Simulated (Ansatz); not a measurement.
**What a change does: single-point calculation on GaN**

System: GaN (4 atoms in the cell).
Method of run 1: DFT PBE, scalar-relativistic, plane waves, PAW, no spin polarisation (Ansatz 0.2.0).

The structure derives from an entry of the Crystallography Open Database. Text and figures count atoms from 1; the logs count them from 0 in places.

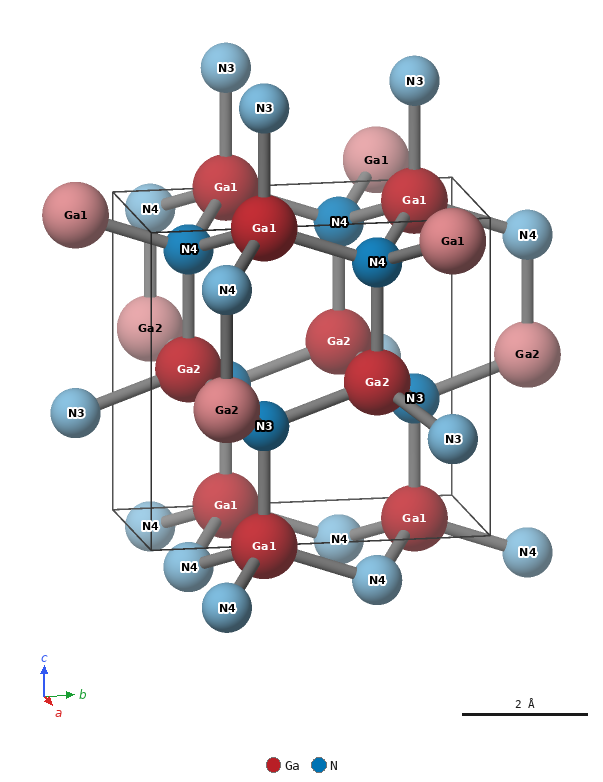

The structure as given in the input (ball-and-stick view of the cell 2 times as large as that of the calculation, set on its symmetry axes, seen slightly off an axis; neighbours outside the cell are drawn fainter; atoms are numbered from 1 in the order of the input). Near neighbours in the crystal (not all of them lie inside the picture): Ga has 4 N at 1.93 to 1.98 Å; N has 4 Ga at 1.93 to 1.98 Å.

## Input, run 1
```yaml
crystal:
  lattice:
    - [3.1218760489, 0.0, 0.0]
    - [-1.5609380245, 2.7872412019, 0.0]
    - [0.0, 0.0, 5.2430304702]
  atoms:
    - { symbol: Ga, position: [0.3333333333, 0.6666666667, 0.9991316875] }
    - { symbol: Ga, position: [0.6666666667, 0.3333333333, 0.4991316875] }
    - { symbol: "N", position: [0.3333333333, 0.6666666667, 0.3758683125] }
    - { symbol: "N", position: [0.6666666667, 0.3333333333, 0.8758683125] }
basis:
  ecutwfc: 420
kpoints:
  mp_grid: { grid: [12, 12, 6] }
hamiltonian:
  xc: pbe
scf:
  occupations: { method: gaussian, width: 0.05 }
output:
  forces: true
  stress: true
  eigenvalues: true
```

Command:
```bash
ansatz run input.yaml --threads 1 --pin off --max-ram 2560MiB --backend cpu --events-out ev --progress --plain --runs-dir out
```

Hardware: 1 thread of Intel Xeon (Granite Rapids), 32 GiB of memory available, shared host.

## Output, shortened to warnings, some set-up lines, iterations and results (run 1)
```
Basis set: ecut = 420 eV, 893 PW (Γ), exchange–correlation on 48×48×72 points (8 copies of the dense FFT grid, shifted against one another)
Symmetry: 4 space group operations
k-points: 172 of 864 (time reversal used)
Initial density: superposition of atomic densities (neutral atoms: chi_scale 0, normalization atom), corrected by the library's trained network
[...]
SCF iter   1: F=—  HF=-8335.783438 eV  |F-HF|=—  |Δ(HF+E_count)|=         —  Δρ=9.06e-4  dr2=2.17e-4  ethr=1.77e-3  ⟨swp⟩=5.0  Hψ=15083  notcnv=0
SCF iter   2: F=—  HF=-8335.784037 eV  |F-HF|=—  |Δ(HF+E_count)|=   5.99e-4  Δρ=4.37e-4  dr2=3.69e-5  ethr=6.04e-7  ⟨swp⟩=2.1  Hψ=8264  notcnv=0
SCF iter   3: F=—  HF=-8335.784167 eV  |F-HF|=—  |Δ(HF+E_count)|=   1.30e-4  Δρ=1.97e-4  dr2=9.03e-6  ethr=1.03e-7  ⟨swp⟩=2.0  Hψ=6557  notcnv=0
SCF iter   4: F=—  HF=-8335.784191 eV  |F-HF|=—  |Δ(HF+E_count)|=   2.40e-5  Δρ=5.65e-5  dr2=1.14e-6  ethr=2.51e-8  ⟨swp⟩=2.0  Hψ=6818  notcnv=0
SCF iter   5: F=—  HF=-8335.784193 eV  |F-HF|=—  |Δ(HF+E_count)|=   2.27e-6  Δρ=2.07e-5  dr2=1.19e-7  ethr=3.16e-9  ⟨swp⟩=2.0  Hψ=6835  notcnv=0
SCF iter   6: F=-8335.784194 eV  HF=-8335.784194 eV  |F-HF|=2.75e-9  |Δ(HF+E_count)|=   2.83e-7  Δρ=5.11e-6  dr2=1.01e-8  ethr=2.78e-10  ⟨swp⟩=5.0  Hψ=16014  notcnv=0
SCF 1 converged in 6 iterations: F = -8335.784194 eV  dr2 = 1.01e-8
SCF converged after 6 iterations
Free energy (F): -8335.784194 eV
Harris-Foulkes:  -8335.784194 eV  (|F-HF|=2.75e-9)
Internal energy: -8335.784194 eV  (E = F + TS)
E sigma→0 (E₀):  -8335.784194 eV
Fermi energy:    10.699670 eV
--- Per-component energies (eV) ---
  E_band       = -9.503173
  E_kinetic    = 494.714248
  E_local      = -3902.233164  (includes V_loc(G=0)·N_el)
  E_nonlocal   = 948.826090
  E_hartree    = 1796.222343
  E_xc         = -257.737787
  E_vxc        = -268.468180  (∫ρ·V_xc dr)
  E_paw        = -4240.746665  (= ΣΔE_a)
  E_vpaw       = -874.787005  (= ΣTr[D̂ρ^β])
  E_aug_tail   = 0.000082  (compensation charges beyond the density's cutoff)
  E_ewald      = -3174.829340
  E_smearing   = -0.000000  (= −TS)
  E_closure    = 0.000000  (closes the sum)
  Σ components = -8335.784194   (vs F -8335.784194, Δ=0.00e0)
--- Forces (eV/Å), atoms counted from 1 ---
  atom   1  Ga    -0.00000000     0.25417220     0.16757007
  atom   2  Ga     0.00000000    -0.25417220     0.16757007
  atom   3  N     -0.00000000     0.29530934    -0.16758382
  atom   4  N      0.00000000    -0.29530934    -0.16758382
  max |Σ_I F_I| component: 2.75e-5 eV/Å
--- Stress (GPa, compression-positive) ---
       12.572454       0.000000       0.000000
        0.000000       3.015400      -0.000000
        0.000000      -0.000000       1.840348
  P = ⅓ Tr σ = 5.8094 GPa (58.094 kbar)
```

For run 2 the input was changed thus:
```diff
+  convergence: { dr2_threshold: 1.0e-09 }
```

Predict how the results change.

Both reach the same energy, so the change doesn't alter the result. The SCF takes 7 iterations against 6.

## Output, shortened to warnings, some set-up lines, iterations and results (run 2)
```
Warning: output.stress: scf.convergence.dr2_threshold = 1e-9 eV is looser than the 4e-10 eV advised for a printed stress (1e-10 eV for each atom of the cell: 4). What an SCF threshold leaves in a stress goes as its square root, and in the free energy as the threshold itself, and one threshold admits the most on a small cell: of the crystals measured, under no hybrid functional and no lock of the …
Basis set: ecut = 420 eV, 893 PW (Γ), exchange–correlation on 48×48×72 points (8 copies of the dense FFT grid, shifted against one another)
Symmetry: 4 space group operations
k-points: 172 of 864 (time reversal used)
Initial density: superposition of atomic densities (neutral atoms: chi_scale 0, normalization atom), corrected by the library's trained network
[...]
SCF iter   1: F=—  HF=-8335.783438 eV  |F-HF|=—  |Δ(HF+E_count)|=         —  Δρ=9.06e-4  dr2=2.17e-4  ethr=1.77e-3  ⟨swp⟩=5.0  Hψ=15083  notcnv=0
SCF iter   2: F=—  HF=-8335.784037 eV  |F-HF|=—  |Δ(HF+E_count)|=   5.99e-4  Δρ=4.37e-4  dr2=3.69e-5  ethr=6.04e-7  ⟨swp⟩=2.1  Hψ=8264  notcnv=0
SCF iter   3: F=—  HF=-8335.784166 eV  |F-HF|=—  |Δ(HF+E_count)|=   1.29e-4  Δρ=1.97e-4  dr2=9.03e-6  ethr=1.03e-7  ⟨swp⟩=2.0  Hψ=6557  notcnv=0
SCF iter   4: F=—  HF=-8335.784191 eV  |F-HF|=—  |Δ(HF+E_count)|=   2.50e-5  Δρ=5.65e-5  dr2=1.14e-6  ethr=2.51e-8  ⟨swp⟩=2.0  Hψ=6818  notcnv=0
SCF iter   5: F=—  HF=-8335.784193 eV  |F-HF|=—  |Δ(HF+E_count)|=   2.26e-6  Δρ=2.07e-5  dr2=1.19e-7  ethr=3.16e-9  ⟨swp⟩=2.0  Hψ=6835  notcnv=0
SCF iter   6: F=—  HF=-8335.784194 eV  |F-HF|=—  |Δ(HF+E_count)|=   2.83e-7  Δρ=5.08e-6  dr2=9.94e-9  ethr=3.30e-10  ⟨swp⟩=2.5  Hψ=6770  notcnv=0
SCF iter   7: F=-8335.784194 eV  HF=-8335.784194 eV  |F-HF|=3.49e-10  |Δ(HF+E_count)|=   5.79e-9  Δρ=1.68e-6  dr2=8.62e-10  ethr=2.78e-12  ⟨swp⟩=3.0  Hψ=15527  notcnv=0
SCF 1 converged in 7 iterations: F = -8335.784194 eV  dr2 = 8.62e-10
SCF converged after 7 iterations
Free energy (F): -8335.784194 eV
Harris-Foulkes:  -8335.784194 eV  (|F-HF|=3.49e-10)
Internal energy: -8335.784194 eV  (E = F + TS)
E sigma→0 (E₀):  -8335.784194 eV
Fermi energy:    10.699723 eV
--- Per-component energies (eV) ---
  E_band       = -9.501790
  E_kinetic    = 494.713463
  E_local      = -3902.231072  (includes V_loc(G=0)·N_el)
  E_nonlocal   = 948.825485
  E_hartree    = 1796.221211
  E_xc         = -257.737771
  E_vxc        = -268.468154  (∫ρ·V_xc dr)
  E_paw        = -4240.746252  (= ΣΔE_a)
  E_vpaw       = -874.784811  (= ΣTr[D̂ρ^β])
  E_aug_tail   = 0.000082  (compensation charges beyond the density's cutoff)
  E_ewald      = -3174.829340
  E_smearing   = -0.000000  (= −TS)
  E_closure    = -0.000000  (closes the sum)
  Σ components = -8335.784194   (vs F -8335.784194, Δ=0.00e0)
--- Forces (eV/Å), atoms counted from 1 ---
  atom   1  Ga    -0.00000000     0.25417790     0.16758079
  atom   2  Ga     0.00000000    -0.25417790     0.16758079
  atom   3  N     -0.00000000     0.29531143    -0.16758589
  atom   4  N      0.00000000    -0.29531143    -0.16758589
  max |Σ_I F_I| component: 1.02e-5 eV/Å
--- Stress (GPa, compression-positive) ---
       12.572838       0.000000       0.000000
        0.000000       3.015782      -0.000000
        0.000000      -0.000000       1.840793
  P = ⅓ Tr σ = 5.8098 GPa (58.098 kbar)
```

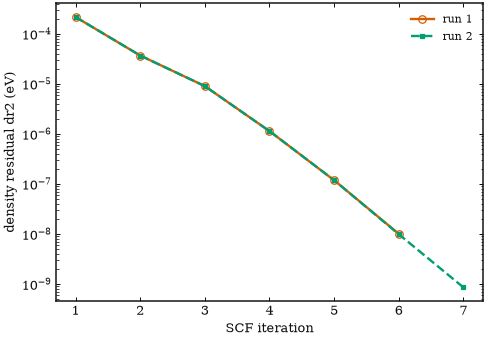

Convergence of the two runs: density residual dr2 against the SCF iteration. Run 1 takes 6 iterations in all, and run 2 takes 7.

## The two runs side by side

```tsv
quantity	run 1	run 2
outcome	converged	converged
free energy per atom (eV)	−2083.9460	−2083.9460
gap on the mesh (eV)	1.79	1.79
pressure (GPa)	5.81	5.81
largest force (eV/Å)	0.340	0.340
SCF iterations	6	7
irreducible k-points	172	172
plane waves at Γ	893	893
wall time (shared host)	6.8 s	7 s
```

For run 2: Warnings: the SCF threshold is looser than advised for the printed stress.
